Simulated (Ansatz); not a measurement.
# A series of single points on ZrC

System: ZrC (2 atoms in the cell).
Method: DFT PBE, scalar-relativistic, plane waves, PAW, no spin polarisation (Ansatz 0.2.0).

The 5 runs differ only in the geometry, by an even scaling of the cell at fixed fractional positions. The structure derives from an entry of the Crystallography Open Database.

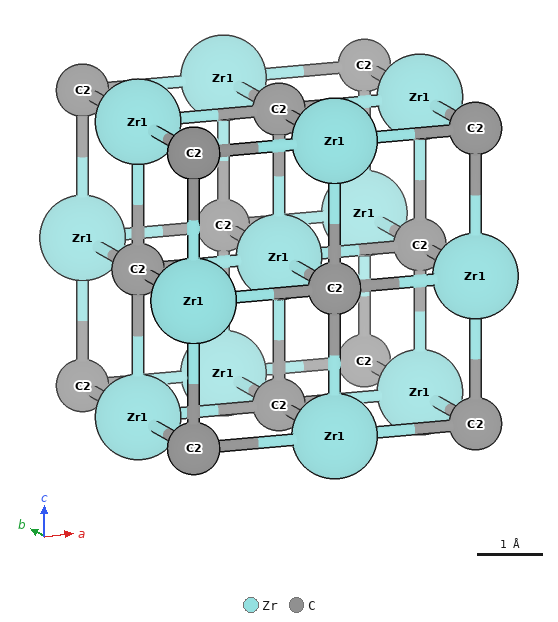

Figure 1. The structure of run 3 (ball-and-stick view of the cell 4 times as large as that of the calculation, set on its symmetry axes, seen slightly off an axis; atoms are numbered from 1 in the order of the input).

**Input of run 3**
```yaml
crystal:
  lattice:
    - [0.0, 2.35021, 2.35021]
    - [2.35021, 0.0, 2.35021]
    - [2.35021, 2.35021, 0.0]
  atoms:
    - { symbol: Zr, position: [0.5, 0.5, 0.5] }
    - { symbol: C, position: [0.0, 0.0, 0.0] }
basis:
  ecutwfc: 420
kpoints:
  mp_grid: { grid: [16, 16, 16] }
hamiltonian:
  xc: pbe
scf:
  occupations: { method: gaussian, width: 0.1 }
output:
  forces: true
  stress: true
  eigenvalues: true
  populations: true
```

Command:
```bash
ansatz run input.yaml --threads 1 --pin off --max-ram 1331MiB --backend cpu --events-out ev --progress --plain --runs-dir out
```

Run 2 differs from it as follows:
```diff
-    - [0.0, 2.35021, 2.35021]
-    - [2.35021, 0.0, 2.35021]
-    - [2.35021, 2.35021, 0.0]
+    - [0.0, 2.3226185346, 2.3226185346]
+    - [2.3226185346, 0.0, 2.3226185346]
+    - [2.3226185346, 2.3226185346, 0.0]
```

**Results, with one run withheld**

| run | volume per atom (Å³) | free energy per atom, from the lowest run given (meV) | pressure (GPa) |
| --- | --- | --- | --- |
| 1 | 11.711 | 113.76 | 29.90 |
| 2 | 12.529 | ? | ? |
| 3 | 12.981 | 0.00 | 1.17 |
| 4 | 13.164 | 0.43 | −1.91 |
| 5 | 14.205 | 61.20 | −15.85 |

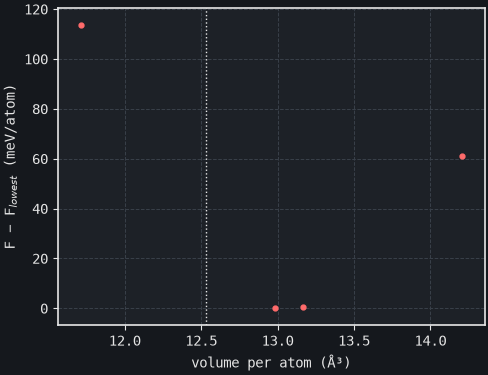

Figure 2. Free energy per atom of the runs given; the dotted line marks run 2.

Estimate the energy of run 2 from the others.

A quadratic polynomial in V^(−2/3) (the Birch–Murnaghan form), fitted to the 4 runs given, misses them by at most 0.01 meV per atom. With x = V^(−2/3) − 0.18120 Å⁻², it reads F = 0.14073 + 991.2 x + 6.2517e+05 x² (meV per atom). At run 2 it gives 15.19 meV per atom, and the run itself gives 15.12. The slope of the fit gives a pressure −dF/dV of 9.82 GPa there, and the run prints 9.80 GPa. The fit has its minimum at 13.050 Å³ per atom, where V d²F/dV² gives 222 GPa: the bulk modulus at this level, since symmetry fixes the shape and the positions.

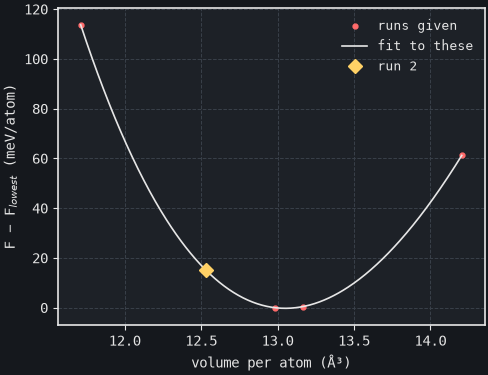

Figure 3. The fit and the withheld run.

**Output, shortened to warnings, some set-up lines, iterations and results (run 2)**
```
Basis set: ecut = 420 eV, 531 PW (Γ), exchange–correlation on 48×48×48 points (8 copies of the dense FFT grid, shifted against one another)
Symmetry: 48 space group operations
k-points: 145 of 4096
Initial density: superposition of atomic densities (neutral atoms: chi_scale 0, normalization atom), corrected by the library's trained network
[...]
SCF iter   1: F=—  HF=-4436.465593 eV  |F-HF|=—  |Δ(HF+E_count)|=         —  Δρ=8.65e-4  dr2=5.29e-5  ethr=1.77e-3  ⟨swp⟩=5.0  Hψ=8737  notcnv=0
SCF iter   2: F=—  HF=-4436.465346 eV  |F-HF|=—  |Δ(HF+E_count)|=   2.47e-4  Δρ=4.59e-4  dr2=1.48e-5  ethr=3.30e-7  ⟨swp⟩=2.6  Hψ=4191  notcnv=0
SCF iter   3: F=—  HF=-4436.465376 eV  |F-HF|=—  |Δ(HF+E_count)|=   2.95e-5  Δρ=1.34e-4  dr2=2.55e-6  ethr=9.23e-8  ⟨swp⟩=2.6  Hψ=2820  notcnv=0
SCF iter   4: F=—  HF=-4436.465376 eV  |F-HF|=—  |Δ(HF+E_count)|=   1.74e-7  Δρ=5.30e-5  dr2=4.98e-7  ethr=1.59e-8  ⟨swp⟩=2.2  Hψ=2912  notcnv=0
SCF iter   5: F=-4436.465376 eV  HF=-4436.465376 eV  |F-HF|=3.22e-8  |Δ(HF+E_count)|=   1.91e-7  Δρ=1.75e-5  dr2=4.68e-8  ethr=3.11e-9  ⟨swp⟩=2.4  Hψ=2856  notcnv=0
SCF iter   6: F=-4436.465376 eV  HF=-4436.465376 eV  |F-HF|=9.73e-11  |Δ(HF+E_count)|=   1.65e-8  Δρ=1.38e-6  dr2=1.99e-10  ethr=2.93e-10  ⟨swp⟩=2.1  Hψ=6208  notcnv=0
SCF 1 converged in 6 iterations: F = -4436.465376 eV  dr2 = 1.99e-10
SCF converged after 6 iterations
Free energy (F): -4436.465376 eV
Harris-Foulkes:  -4436.465376 eV  (|F-HF|=9.73e-11)
Internal energy: -4436.463676 eV  (E = F + TS)
E sigma→0 (E₀):  -4436.464526 eV
Entropy (-TS):   -0.001699 eV (-0.850 meV/atom)
Fermi energy:    15.458570 eV
--- Per-component energies (eV) ---
  E_band       = -38.541842
  E_kinetic    = 425.114804
  E_local      = -576.482028  (includes V_loc(G=0)·N_el)
  E_nonlocal   = 104.621989
  E_hartree    = 173.839267
  E_xc         = -212.240663
  E_vxc        = -253.857811  (∫ρ·V_xc dr)
  E_paw        = -3052.172210  (= ΣΔE_a)
  E_vpaw       = -85.617608  (= ΣTr[D̂ρ^β])
  E_aug_tail   = 0.000033  (compensation charges beyond the density's cutoff)
  E_ewald      = -1299.144868
  E_smearing   = -0.001699  (= −TS)
  E_closure    = -0.000000  (closes the sum)
  Σ components = -4436.465376   (vs F -4436.465376, Δ=0.00e0)
--- Forces (eV/Å), atoms counted from 1 ---
  atom   1  Zr     0.00000000    -0.00000000    -0.00000000
  atom   2  C     -0.00000000     0.00000000     0.00000000
  max |Σ_I F_I| component: 2.88e-29 eV/Å
--- Stress (GPa, compression-positive) ---
        9.803543      -0.000000      -0.000000
        0.000000       9.803543       0.000000
       -0.000000      -0.000000       9.803543
  P = ⅓ Tr σ = 9.8035 GPa (98.035 kbar)
--- Löwdin populations: 2 sites ---
  site symbol       q [e]
     0     Zr     11.2514
     1      C      4.7076
  spilling = 0.002563 (of n_electrons = 16.000000)
```
